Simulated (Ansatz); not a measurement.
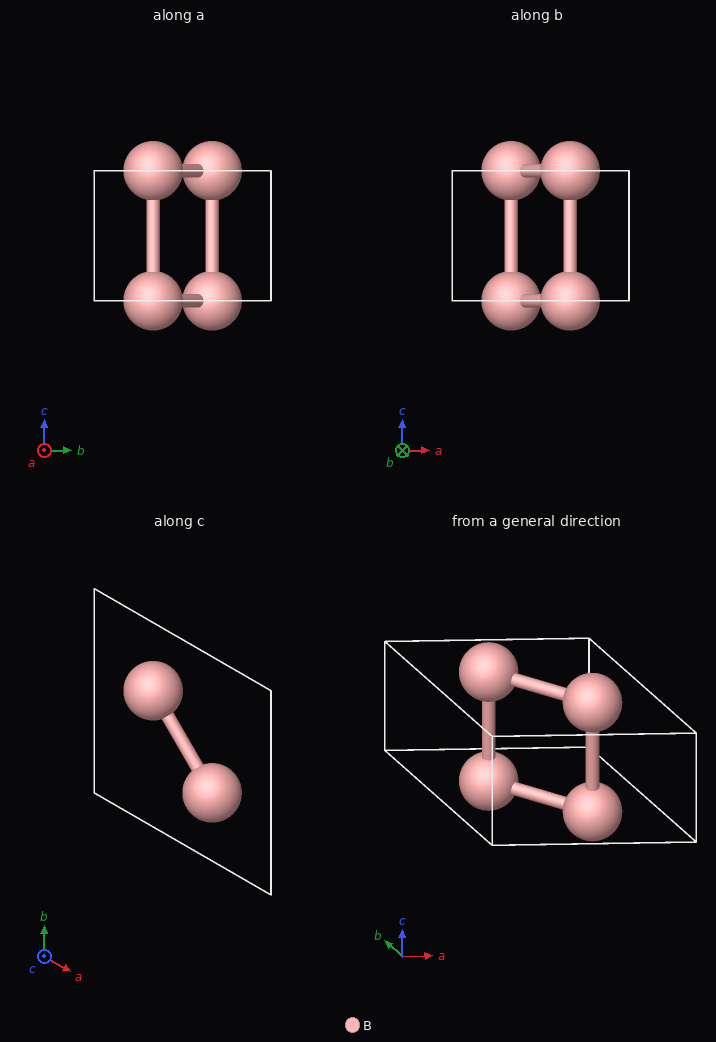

A ball-and-stick rendering, viewed along the a axis, along the b axis, along the c axis and from a general direction. The frame is the conventional unit cell; atoms at its boundary are shown with their periodic copies.

**How many atoms belong to the cell?**

2 (boron), counting shared atoms by their share.

**State the lattice type.**

Primitive hexagonal.

**State the space group and its number.**

P6/mmm (No. 191), with B on 2c.

The structure comes from a textbook structure type filled with this element (whether it is the usual form wasn't checked). Earlier steps of the study may have refined or changed the cell and positions. Ansatz was used for an electronic-structure calculation on it.
